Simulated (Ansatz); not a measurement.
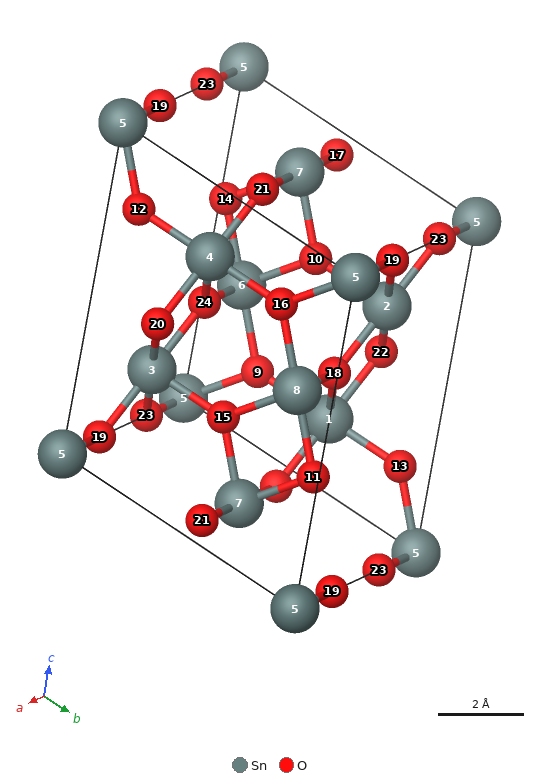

**Figure 1.** The input geometry (ball-and-stick view of the cell of the calculation, seen slightly off an axis; atoms are numbered from 1 in the order of the input). An atom can appear more than once, as a periodic image. Near neighbours in the periodic cell (some may lie outside the picture): Sn has 6 O at 2.09 Å; O has 3 Sn at 2.09 Å.

## Run report: SnO₂, single-point calculation

SnO₂ (P4₂/mnm, 24 atoms in the cell), computed with DFT PBE, scalar-relativistic, plane waves, PAW, no spin polarisation (Ansatz 0.2.0).

The structure derives from a Materials Project entry. It belongs to a series of runs on one base structure; here: the perfect crystal in a cell of 24 atoms. Figures and captions count atoms from 1; the log counts them from 0 in places.

What the program printed
```
Engine: ansatz 0.2.0, x86_64-unknown-linux-gnu
Pseudopotentials: kind: paw
Pseudopotential: Sn, paw, valence charge 14, recommended cutoff 420 eV (normal), Sn.paw.azcp
Pseudopotential: O, paw, valence charge 6, recommended cutoff 420 eV (normal), O.paw.azcp
Functional definition: PBE
  parameter kappa = 0.804
  parameter beta = 0.06672455060314922
  exchange = pbe_x(kappa = kappa, mu = beta*pi^2/3)
  correlation = pbe_c(beta = beta)
Crystal: 24 atoms, lattice volume = 301.819 Å³
Basis set: ecut = 420 eV, 5921 PW (Γ), exchange–correlation on 96×96×108 points (8 copies of the dense FFT grid, shifted against one another)
Bands: 128, of which v1, the nominal top of the filled ones, is band 104 counted from 1 (103 counted from 0)
Symmetry: 64 space group operations
Space group: P42/mnm (ITA 136), of the structure as read, at distance tolerance 6.7e-5 Å
k-points: 6 of 27
Non-local potential: Sn, projectors of the file, l = 0: 2, l = 1: 2, l = 2: 2, l = 3: 2
Non-local potential: O, projectors of the file, l = 0: 2, l = 1: 2, l = 2: 1
PAW form: soft (Blöchl's): semilocal exchange-correlation on the pseudo side does not see the compensation charge
PAW one-centre angular grid: Sn, 590 points (default); XC on 64 Gauss nodes
PAW one-centre angular grid: O, 110 points (default); XC on 64 Gauss nodes
Initial density: superposition of atomic densities (neutral atoms: chi_scale 0, normalization atom), corrected by the library's trained network
Initial wavefunctions: pseudopotential atomic-orbital guess
Functional: x = pbe(κ = 0.804, μ = 0.2195149727645171), c = pbe(β = 0.06672455060314922)
SCF iter   1: F=—  HF=-57271.868551 eV  |F-HF|=—  |Δ(HF+E_count)|=         —  Δρ=1.36e-3  dr2=2.64e-3  ethr=1.77e-3  ⟨swp⟩=5.8  Hψ=3011  notcnv=0  defer=18
preconditioner: auto → Resta (q_TF=auto, 2.564 Å⁻¹)  ε∞=3.6  [insulator: Δε(μ)=0.683 eV  Ē_g=19.258 eV  σ=0.010 eV  W_gap=1.00  n_scr=84 (ndim 8)  ℏωp=30.8 eV  f_vac=0.037  D(μ)=0.00/eV (n_scr^D=0)  ε∞_Penn≈3.6]
SCF iter   2: F=—  HF=-57271.872410 eV  |F-HF|=—  |Δ(HF+E_count)|=   3.86e-3  Δρ=6.73e-4  dr2=5.79e-4  ethr=1.27e-6  ⟨swp⟩=3.0  Hψ=1648  notcnv=0  defer=105
SCF iter   3: F=—  HF=-57271.873282 eV  |F-HF|=—  |Δ(HF+E_count)|=   8.72e-4  Δρ=3.26e-4  dr2=1.67e-4  ethr=2.78e-7  ⟨swp⟩=2.0  Hψ=950  notcnv=0  defer=105
SCF iter   4: F=—  HF=-57271.873597 eV  |F-HF|=—  |Δ(HF+E_count)|=   3.15e-4  Δρ=6.01e-5  dr2=1.16e-5  ethr=8.02e-8  ⟨swp⟩=2.0  Hψ=1000  notcnv=0  defer=105
SCF iter   5: F=—  HF=-57271.873538 eV  |F-HF|=—  |Δ(HF+E_count)|=   5.92e-5  Δρ=1.28e-5  dr2=3.29e-7  ethr=5.55e-9  ⟨swp⟩=3.2  Hψ=1288  notcnv=0  defer=105
SCF iter   6: F=-57271.873539 eV  HF=-57271.873539 eV  |F-HF|=2.12e-8  |Δ(HF+E_count)|=   6.85e-7  Δρ=4.12e-6  dr2=3.12e-8  ethr=4.81e-11  ⟨swp⟩=17.2  Hψ=6494  notcnv=0
SCF 1 converged in 6 iterations: F = -57271.873539 eV  dr2 = 3.12e-8
  greatest PAW one-centre occupation: 0.996 electrons in one spin orbital (limit 2), on the Sn atom at site 3 (counted from 0), in its partial waves of l = 2
```

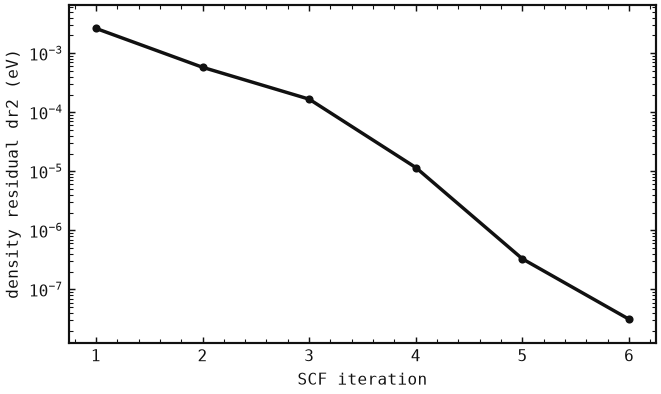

**Figure 2.** Convergence of the self-consistent field: density residual dr2 against the SCF iteration. The residual falls at every step.

```
SCF converged after 6 iterations
Free energy (F): -57271.873539 eV
Harris-Foulkes:  -57271.873539 eV  (|F-HF|=2.12e-8)
Internal energy: -57271.873539 eV  (E = F + TS)
E sigma→0 (E₀):  -57271.873539 eV
Fermi energy:    9.084348 eV
--- Per-component energies (eV) ---
  E_band       = -618.581556
  E_kinetic    = 4311.999759
  E_local      = -11853.297557  (includes V_loc(G=0)·N_el)
  E_nonlocal   = 535.380573
  E_hartree    = 6095.509756
  E_xc         = -4212.931044
  E_vxc        = -2246.587202  (∫ρ·V_xc dr)
  E_paw        = -35713.495091  (= ΣΔE_a)
  E_vpaw       = -3557.131600  (= ΣTr[D̂ρ^β])
  E_aug_tail   = 0.039456  (compensation charges beyond the density's cutoff)
  E_ewald      = -16435.079391
  E_smearing   = -0.000000  (= −TS)
  E_closure    = -0.000000  (closes the sum)
  Σ components = -57271.873539   (vs F -57271.873539, Δ=0.00e0)
--- Forces (eV/Å), atoms counted from 1 ---
  atom   1  Sn     0.00000000     0.00000000     0.00000000
  atom   2  Sn    -0.00000000     0.00000000     0.00000000
  atom   3  Sn    -0.00000000     0.00000000     0.00000000
  atom   4  Sn    -0.00000000     0.00000000     0.00000000
  atom   5  Sn     0.00000000    -0.00000000     0.00000000
  atom   6  Sn    -0.00000000    -0.00000000     0.00000000
  atom   7  Sn     0.00000000     0.00000000     0.00000000
  atom   8  Sn    -0.00000000    -0.00000000     0.00000000
  atom   9  O     -0.00033207     0.00033207     0.00000000
  atom  10  O     -0.00033207     0.00033207     0.00000000
  atom  11  O     -0.00033207     0.00033207     0.00000000
  atom  12  O     -0.00033207     0.00033207     0.00000000
  atom  13  O      0.00033207    -0.00033207    -0.00000000
  atom  14  O      0.00033207    -0.00033207    -0.00000000
  atom  15  O      0.00033207    -0.00033207     0.00000000
  atom  16  O      0.00033207    -0.00033207     0.00000000
  atom  17  O      0.00033207     0.00033207     0.00000000
  atom  18  O      0.00033207     0.00033207     0.00000000
  atom  19  O      0.00033207     0.00033207     0.00000000
  atom  20  O      0.00033207     0.00033207     0.00000000
  atom  21  O     -0.00033207    -0.00033207     0.00000000
  atom  22  O     -0.00033207    -0.00033207    -0.00000000
  atom  23  O     -0.00033207    -0.00033207    -0.00000000
  atom  24  O     -0.00033207    -0.00033207     0.00000000
  max |Σ_I F_I| component: 3.12e-17 eV/Å
--- Stress (GPa, compression-positive) ---
        0.005267      -0.000000       0.000000
       -0.000000       0.005267       0.000000
       -0.000000       0.000000      -0.022080
  P = ⅓ Tr σ = -0.0038 GPa (-0.038 kbar)
--- Band table (eV; the first three rows and the last of 6) ---
  k-point 0: bands = ["-12.2964", "-12.0798", "-12.0798", "-11.8470", "-11.8470", "-11.8470", "-11.8470", "-11.7924", "-11.7924", "-11.7924", "-11.7924", "-11.6538", "-11.6538", "-11.6386", "-11.4386", "-11.4126", "-11.4126", "-11.3399", "-11.3383", "-11.3383", "-11.3383", "-11.3383", "-11.3136", "-11.3043", "-11.3043", "-11.2659", "-11.2659", "-11.2659", "-11.2659", "-11.2633", "-11.2633", "-11.2631", "-11.2631", "-11.2631", "-11.2631", "-11.2446", "-11.2209", "-11.2209", "-11.2125", "-11.2125", "-9.9078", "-8.3448", "-8.3448", "-8.2524", "-8.2524", "-8.2524", "-8.2524", "-8.1965", "-8.1965", "-7.6172", "-7.6172", "-7.6172", "-7.6172", "-6.9130", "-6.9130", "-6.6795", "0.7853", "1.7090", "1.7090", "2.0236", "2.0236", "2.0236", "2.0236", "4.6796", "4.6796", "4.8516", "4.8516", "4.9734", "5.0472", "5.0472", "5.0794", "5.0794", "5.0794", "5.0794", "5.6210", "5.6210", "5.6210", "5.6210", "5.8425", "6.1281", "6.1281", "6.1281", "6.1281", "6.1775", "6.1775", "6.7645", "6.7766", "7.2220", "7.2220", "7.4942", "7.4942", "7.5646", "7.5646", "7.8996", "7.8996", "7.8996", "7.8996", "7.9292", "7.9292", "7.9292", "7.9292", "8.0079", "8.0079", "8.7439", "9.4248", "13.3292", "13.3292", "13.3292", "13.3292", "14.3433", "14.3433", "14.4486", "14.8229", "14.8229", "17.1664", "17.1664", "17.1664", "17.1664", "18.1174", "18.1174", "18.8856", "18.8886", "18.8886", "18.8886", "18.8886", "18.9697", "19.0636", "19.0636"]
  k-point 1: bands = ["-12.1836", "-12.0533", "-12.0533", "-12.0273", "-12.0273", "-11.9396", "-11.9396", "-11.9189", "-11.6887", "-11.6887", "-11.6110", "-11.6110", "-11.5259", "-11.4834", "-11.4711", "-11.4711", "-11.4068", "-11.4068", "-11.3972", "-11.3551", "-11.3050", "-11.3005", "-11.3005", "-11.2978", "-11.2844", "-11.2833", "-11.2833", "-11.2772", "-11.2723", "-11.2723", "-11.2596", "-11.2596", "-11.2501", "-11.2454", "-11.2392", "-11.2392", "-11.2360", "-11.2360", "-11.2204", "-11.2204", "-9.7535", "-9.2244", "-8.2934", "-8.2934", "-8.2035", "-8.2035", "-8.2026", "-8.2026", "-7.8532", "-7.8532", "-7.4454", "-7.2194", "-7.2194", "-7.0672", "-7.0672", "-6.8638", "0.7907", "0.9669", "1.1387", "1.1387", "3.0500", "3.0500", "3.2042", "4.1189", "4.1189", "4.6404", "4.7610", "5.0683", "5.0683", "5.0825", "5.0825", "5.1841", "5.1841", "5.2332", "5.8123", "5.8273", "5.8273", "5.8952", "5.8952", "6.0169", "6.1324", "6.1324", "6.2952", "6.2952", "6.5102", "6.5143", "6.5223", "6.5223", "6.6422", "6.6422", "7.6121", "7.6121", "7.7994", "7.7994", "7.8597", "7.8597", "7.8971", "7.8971", "7.9611", "7.9611", "7.9723", "8.0158", "8.0158", "8.5363", "10.9656", "12.9630", "13.1030", "13.1030", "13.1602", "13.1602", "14.8818", "15.0897", "15.8610", "15.8610", "16.1066", "16.1066", "17.2726", "17.4183", "17.4183", "17.6475", "17.7758", "17.7758", "19.1912", "19.1912", "19.1948", "19.1948", "19.3144", "19.3144"]
  k-point 2: bands = ["-12.2026", "-12.1738", "-12.0929", "-12.0460", "-12.0184", "-11.9465", "-11.8779", "-11.7562", "-11.7054", "-11.7025", "-11.6150", "-11.5680", "-11.5276", "-11.4806", "-11.4691", "-11.4500", "-11.4196", "-11.3853", "-11.3659", "-11.3599", "-11.3062", "-11.3051", "-11.3024", "-11.3018", "-11.2886", "-11.2848", "-11.2791", "-11.2680", "-11.2656", "-11.2654", "-11.2640", "-11.2572", "-11.2551", "-11.2518", "-11.2419", "-11.2402", "-11.2386", "-11.2256", "-11.2237", "-11.2204", "-9.6940", "-9.0073", "-8.7994", "-8.6918", "-8.2124", "-8.1690", "-8.1583", "-8.1268", "-8.0756", "-7.9240", "-7.2785", "-7.2546", "-7.0131", "-6.9634", "-6.8224", "-6.8114", "1.1580", "1.3632", "1.4954", "1.9397", "2.0702", "2.3233", "2.9036", "3.7923", "4.0966", "4.3533", "4.5469", "4.6111", "4.6568", "4.6690", "4.8175", "4.9291", "5.1889", "5.2028", "5.6077", "5.6176", "5.8185", "5.8833", "5.9272", "6.0508", "6.1041", "6.1094", "6.2117", "6.9792", "7.0208", "7.1229", "7.1936", "7.2308", "7.3316", "7.3460", "7.4829", "7.4946", "7.4950", "7.6572", "7.6602", "7.6715", "7.6932", "7.7523", "7.9073", "7.9480", "8.0079", "8.0870", "8.2198", "8.5084", "10.9318", "12.7396", "13.3343", "13.6822", "13.8024", "13.8642", "14.1633", "14.7559", "15.4155", "15.4385", "16.5057", "16.5357", "16.6997", "17.0228", "17.6783", "18.0847", "18.1921", "18.3023", "18.4844", "18.4868", "19.0931", "19.1680", "19.3220", "19.3242"]
  k-point 5: bands = ["-12.2049", "-12.2049", "-12.1516", "-11.9897", "-11.9897", "-11.9897", "-11.9897", "-11.8106", "-11.5924", "-11.5924", "-11.5924", "-11.5924", "-11.4746", "-11.4746", "-11.4345", "-11.4087", "-11.4078", "-11.4077", "-11.3406", "-11.3406", "-11.3406", "-11.3406", "-11.3084", "-11.3084", "-11.2945", "-11.2721", "-11.2721", "-11.2721", "-11.2721", "-11.2599", "-11.2590", "-11.2590", "-11.2538", "-11.2538", "-11.2538", "-11.2538", "-11.2181", "-11.2180", "-11.2109", "-11.2109", "-9.5790", "-8.7548", "-8.7337", "-8.7337", "-8.7337", "-8.7337", "-8.5161", "-8.5161", "-7.7162", "-7.1326", "-7.1326", "-7.1326", "-7.1326", "-6.9371", "-6.7788", "-6.7788", "1.5021", "1.8773", "1.8773", "2.2192", "2.2192", "2.2192", "2.2192", "3.3474", "3.6981", "3.6981", "4.2231", "4.2231", "4.2231", "4.2231", "4.7442", "4.7442", "5.3250", "5.3490", "5.5275", "5.5275", "5.5275", "5.5275", "6.2181", "6.3763", "6.5849", "7.0698", "7.0698", "7.1219", "7.1401", "7.1401", "7.1401", "7.1401", "7.4314", "7.4314", "7.4314", "7.4314", "7.5229", "7.5485", "7.5768", "7.5768", "7.8008", "7.8008", "8.0205", "8.0205", "8.0205", "8.0205", "8.0660", "8.3304", "11.4103", "13.5977", "13.6081", "13.6081", "13.6081", "13.6081", "14.5117", "14.5117", "15.2872", "15.4357", "16.7453", "16.7453", "17.1707", "17.1707", "17.1707", "17.1707", "17.9615", "17.9615", "17.9615", "17.9615", "19.1844", "19.2571", "19.2571", "19.4905"]
```

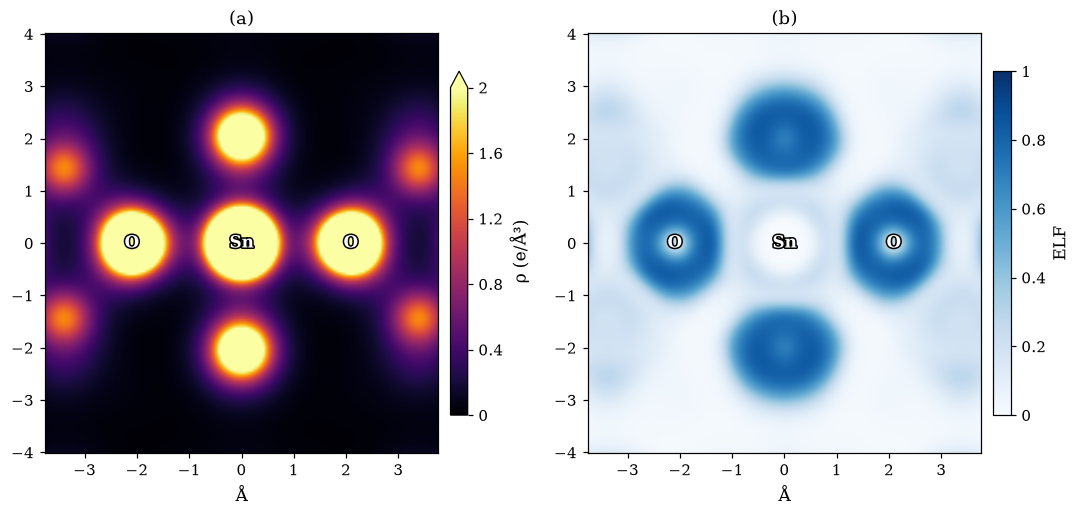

**Figure 3.** (a) valence charge density (pseudo); (b) electron localisation function on the (100) plane of the calculation cell. Atoms in the plane: Sn and O. Sn–O (2.09 Å): the density is about 0.61 e/Å³ at the midpoint; the ELF is about 0.25 at the midpoint. Away from the nuclei the density in this plane falls to 0.03 e/Å³ at its lowest. Core electrons are frozen (PAW), so the fields are smoothed inside the atomic spheres.

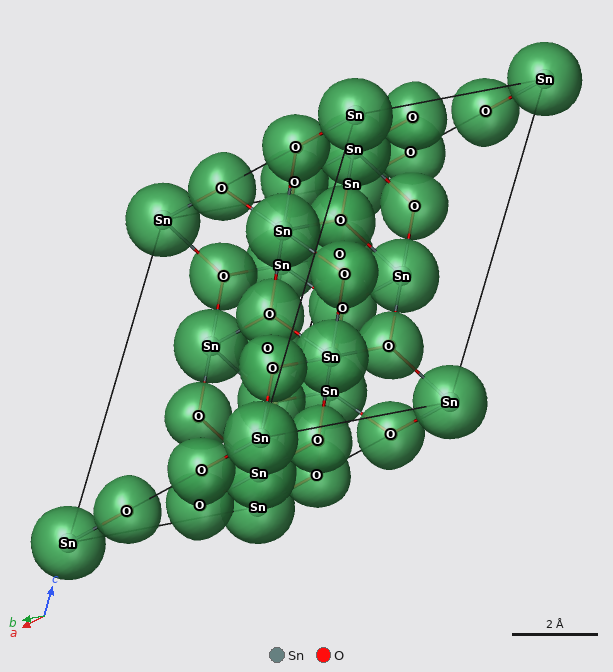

**Figure 4.** Isosurface of the valence pseudo-density at 0.8 e/Å³ (green), seen at an oblique angle. Sticks mark near contacts. The outline is the calculation cell. At this value the density breaks into separate islands; it holds about 75 % of the electrons treated as valence (semicore included). It is pinched off along the Sn–O (2.09 Å) contacts. On the grid the lowest density along these lines, outside the cores, is 0.63 e/Å³ (Sn–O, 2.09 Å).

The run was set up as follows.

The input
```yaml
crystal:
  lattice:
    - [-4.8271903414, -4.8271903414, 0.0]
    - [4.8271903414, -4.8271903414, 0.0]
    - [0.0, 4.8271903414, 6.4763045005]
  atoms:
    - { symbol: Sn, position: [0.125, 0.625, 0.25] }
    - { symbol: Sn, position: [0.375, 0.875, 0.75] }
    - { symbol: Sn, position: [0.625, 0.125, 0.25] }
    - { symbol: Sn, position: [0.875, 0.375, 0.75] }
    - { symbol: Sn, position: [0.0, 0.0, 0.0] }
    - { symbol: Sn, position: [0.25, 0.25, 0.5] }
    - { symbol: Sn, position: [0.5, 0.5, 0.0] }
    - { symbol: Sn, position: [0.75, 0.75, 0.5] }
    - { symbol: O, position: [0.125, 0.3184234768, 0.25] }
    - { symbol: O, position: [0.375, 0.5684234768, 0.75] }
    - { symbol: O, position: [0.625, 0.8184234768, 0.25] }
    - { symbol: O, position: [0.875, 0.0684234768, 0.75] }
    - { symbol: O, position: [0.125, 0.9315765232, 0.25] }
    - { symbol: O, position: [0.375, 0.1815765232, 0.75] }
    - { symbol: O, position: [0.625, 0.4315765232, 0.25] }
    - { symbol: O, position: [0.875, 0.6815765232, 0.75] }
    - { symbol: O, position: [0.1934234768, 0.5, 0.0] }
    - { symbol: O, position: [0.4434234768, 0.75, 0.5] }
    - { symbol: O, position: [0.6934234768, 0.0, 0.0] }
    - { symbol: O, position: [0.9434234768, 0.25, 0.5] }
    - { symbol: O, position: [0.8065765232, 0.5, 0.0] }
    - { symbol: O, position: [0.0565765232, 0.75, 0.5] }
    - { symbol: O, position: [0.3065765232, 0.0, 0.0] }
    - { symbol: O, position: [0.5565765232, 0.25, 0.5] }
basis:
  ecutwfc: 420
  xc_grid: 2
kpoints:
  mp_grid: { grid: [3, 3, 3], shift: [0.0, 0.0, 0.0] }
hamiltonian:
  xc: pbe
scf:
  occupations: { method: gaussian, width: 0.01 }
output:
  forces: true
  stress: true
  eigenvalues: true
  write_density: true
  write_potential: true
  elf: true
  volumetric_format: npy
```

Launch command:
```bash
ansatz run input.yaml --threads 4 --pin off --max-ram 10240MiB --backend cpu --events-out ev --progress --plain --runs-dir out
```

Results in brief

- outcome: converged
- space group (tolerance 0.01 Å): P4₂/mnm (136)
- electrons treated: 208
- free energy: −57271.8735 eV
- Fermi energy: 9.084 eV
- gap on the k-point mesh: 0.68 eV
- pressure: 0.00 GPa
- largest force (length of the vector): under 0.001 eV/Å
- hardware: 4 threads of Intel Xeon @ 2.50GHz (Skylake/Cascade Lake), 189 GiB of memory available, shared host
- wall time: 8.6 s (CPU time 30 s)
- peak memory: 1.1 GiB
